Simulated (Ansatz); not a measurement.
RuS$_{2}$: several calculations on one system

Part 1: Relaxation

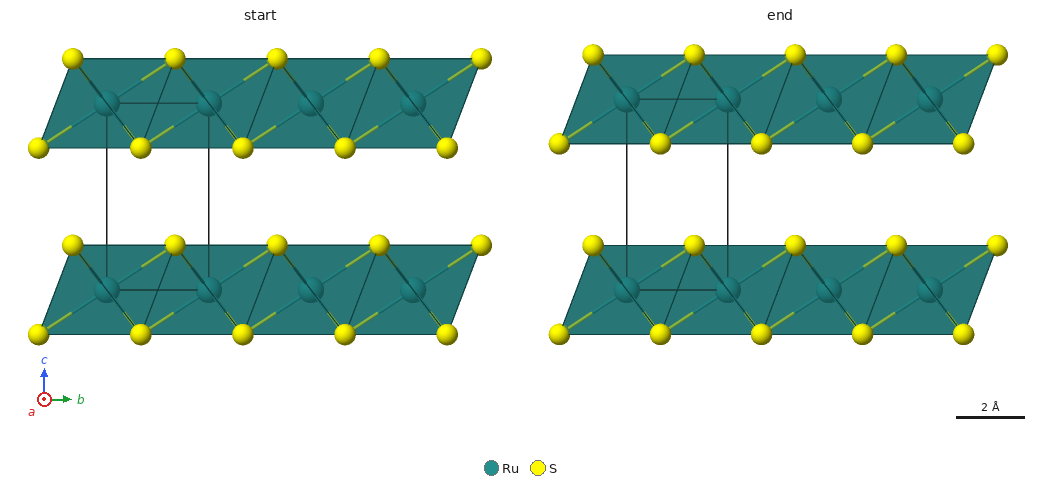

The structure of a crystal of RuS2 (built on the CdI2 type) before (left) and after (right) a relaxation, at one scale.

Style: polyhedral. Shown: the cell of the calculation, repeated 1 × 3 × 1 with one cell outlined, along the a axis.

Case: volume × 1.100.

Computed with Ansatz, DFT PBE, scalar-relativistic, plane waves, PAW. Settings: plane-wave cutoff 420 eV; k-point mesh 12 × 12 × 8; occupations gaussian; smearing width 0.05 eV; collinear spin; cell relaxed at fixed volume; force threshold 0.01 eV/Å; at most 40 steps.

Question: What changed between the two?

Answer: The largest moves relative to the cell, 0.034 Å, are those of S atoms. Ru stays in place. The drawn cell changes at constant volume: a = b 3.486 → 3.449 Å (−1.1 %), c 5.515 → 5.634 Å (+2.2 %). Among the contacts that change: Ru–S 2.406 → 2.385 Å. The space group stays P-3m1 (No. 164). Over 3 accepted moves (4 points after the start) the energy falls by 5.0 meV per atom. Largest force component: 0.31 eV/Å at the start, 0.0018 eV/Å at the end. Pressure: −4.25 GPa at the start and −1.33 GPa at the end. At 1 point the geometry stayed and the basis and grid were re-selected for the new cell (energy shift of less than 0.05 meV per atom at most each time).

Limits of the set-up: layers or molecules are held without a dispersion correction, so their spacing is unreliable.

Part 2: Relaxation

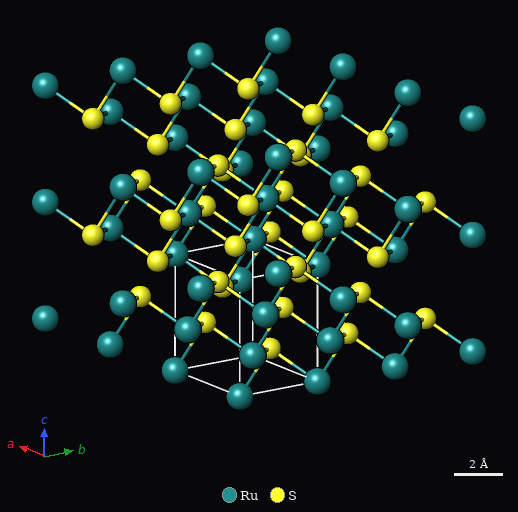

Crystalline RuS2 (built on the CdI2 type), before the relaxation. Style: ball-and-stick. Shown: the cell of the calculation, repeated 3 × 3 × 2 with one cell outlined, from a free direction.

Computed with Ansatz 0.2.0, DFT PBE, scalar-relativistic, plane waves, PAW.

Input
```yaml
crystal:
  lattice:
    - [3.4980130769, 0.0, 0.0]
    - [-1.7490065384, 3.0293681873, 0.0]
    - [0.0, 0.0, 5.6430210957]
  atoms:
    - { symbol: Ru, position: [0.0, 0.0, 0.0], spin: 2.0 }
    - { symbol: S, position: [0.3333333333, 0.6666666667, 0.252] }
    - { symbol: S, position: [0.6666666667, 0.3333333333, 0.748] }
basis:
  ecutwfc: 420
  ecutrho_ratio: 4
kpoints:
  mp_grid: { grid: [12, 12, 6] }
hamiltonian:
  xc: pbe
scf:
  occupations: { method: gaussian, width: 0.05 }
output:
  forces: true
  stress: true
  eigenvalues: true
  populations: true
magnetization:
  spin_polarized: true
relax:
  f_tol: 0.01
  max_steps: 60
  cell: { stress_tol: 0.04 }
```

Launched with:
```bash
ansatz run input.yaml --threads 2 --pin off --max-ram 2662MiB --backend cpu --events-out ev --progress --plain --runs-dir out
```

Q: Predict the outcome.

A: The largest moves relative to the cell, 0.009 Å, are those of S2 and S3. S3 goes along −c. Ru stays in place. The drawn cell changes as follows: a = b 3.498 → 3.437 Å (−1.7 %), c 5.643 → 5.156 Å (−8.6 %); the volume changes by −11.8 %. Some distances before and after: Ru1–S2 2.470 → 2.377 Å. Bond angles that change, for instance: S2–Ru1–S3 89.8° → 87.4°, Ru1–S2–Ru1 90.2° → 92.6°, S2–Ru1–S2 90.2° → 92.6°. The space group stays P-3m1 (No. 164). After 5 accepted moves (6 points after the start) the energy has fallen by 79.6 meV per atom. Largest force component: 1.3 eV/Å at the start, 0.00073 eV/Å at the end. Pressure: −10.04 GPa at the start and 0.00 GPa at the end. The SCF was repeated once at an unchanged geometry on a basis and grid sized afresh for the cell, which shifted the energy by 0.4 meV per atom at most.

Final geometry:

```
CELL_PARAMETERS angstrom
3.43707 0.00000 0.00000
-1.71854 2.97659 0.00000
0.00000 0.00000 5.15574
ATOMIC_POSITIONS crystal
Ru 0.00000 0.00000 0.00000
S 0.33333 0.66667 0.25377
S 0.66667 0.33333 0.74623
```

The end point in the same view:

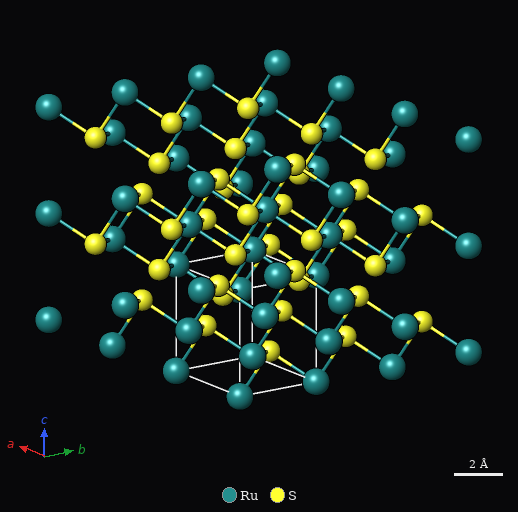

Limits of the set-up: layers or molecules are held without a dispersion correction, so their spacing is unreliable.

Part 3: A change

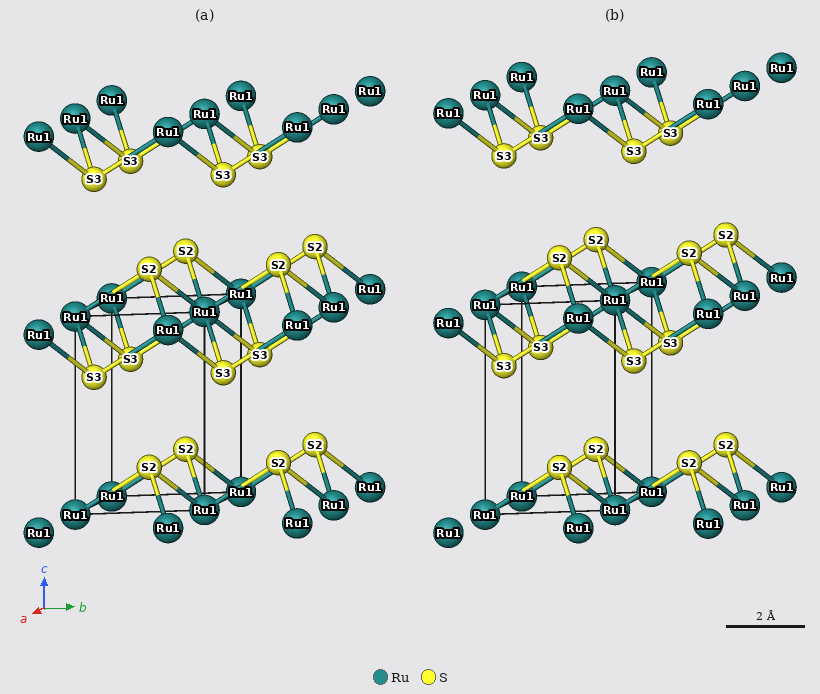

Left: a crystal of RuS2 (built on the CdI2 type). Right: the same structure after one change, at the same scale. The picture is a ball-and-stick view of the cell of the calculation, repeated 2 × 2 × 2 with one cell outlined, seen slightly off an axis.

The calculation used Ansatz 0.2.0, DFT PBE, scalar-relativistic, plane waves, PAW. (plane-wave cutoff 420 eV; k-point mesh 12 × 12 × 8; occupations gaussian; smearing width 0.05 eV; collinear spin)

What distinguishes the right structure from the left one?

The volume is changed by +7.0 %. The cell's shape and the atoms are relaxed at that volume.

What does the change do?

The volume changes by +7.0 %, with a = b 3.436 → 3.454 Å (+0.5 %), c 5.159 → 5.464 Å (+5.9 %). The largest moves relative to the cell, 0.080 Å, are those of S2 and S3. S3 goes along +c. Ru stays in place. Near-neighbour distances before and after: Ru–S 2.377 → 2.384 Å. The space group stays P-3m1 (No. 164). Energy change: +6.2 meV per atom. The pressure goes from 0.0 to −1.3 GPa. The absolute magnetisation per cell goes from 0.84 to 1.00 μB (net moment 0.83 and 0.99 μB).

Limits of the set-up: layers or molecules are held without a dispersion correction, so their spacing is unreliable.
